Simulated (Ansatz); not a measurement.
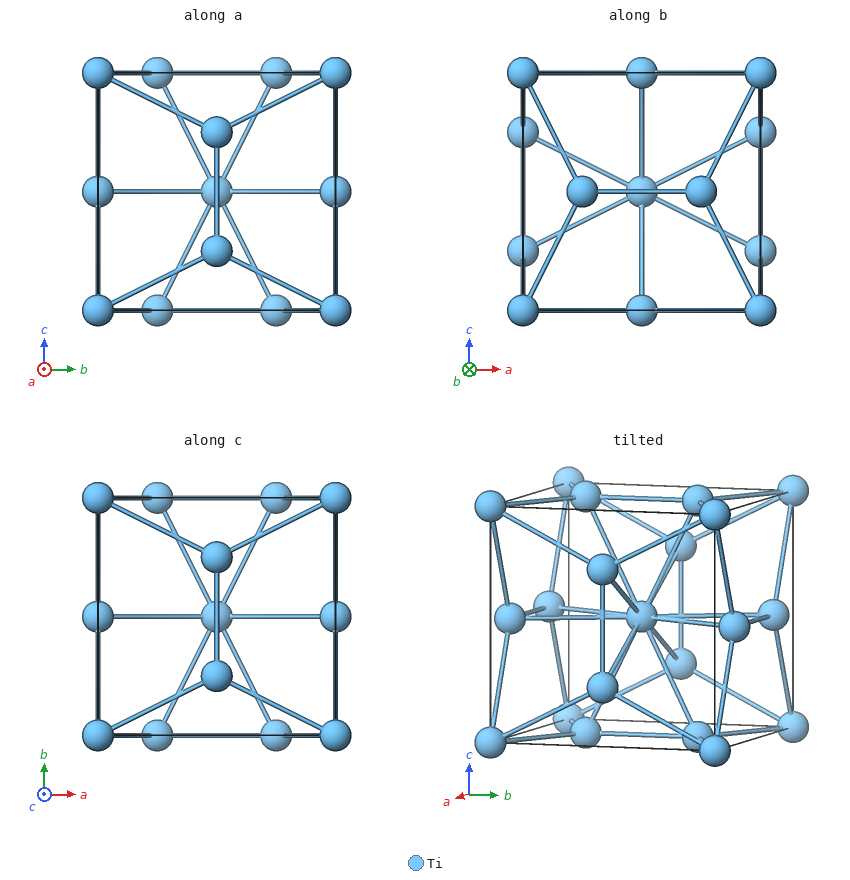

Ball-and-stick drawing of the structure, looking along the a axis, along the b axis, along the c axis and slightly off an axis. The frame is the conventional unit cell; atoms at its boundary are shown with their periodic copies.

Lattice parameters: a = 5.234 Å, b = 5.234 Å, c = 5.234 Å, α = 90.00°, β = 90.00°, γ = 90.00°.

### Transcribe the picture into a table of Wyckoff sites.

Space group Pm-3n (No. 223).
| atom | site | x | y | z |
| --- | --- | --- | --- | --- |
| Ti | 2a | 0.0000 | 0.0000 | 0.0000 |
| Ti | 6c | 0.2500 | 0.0000 | 0.5000 |

Starting structure: a structure type filled with this element by a generator (whether the element takes this form wasn't checked). Atoms and cell were optimised with Ansatz, DFT, BLYP, plane waves (420 eV) with PAW, scalar-relativistic.
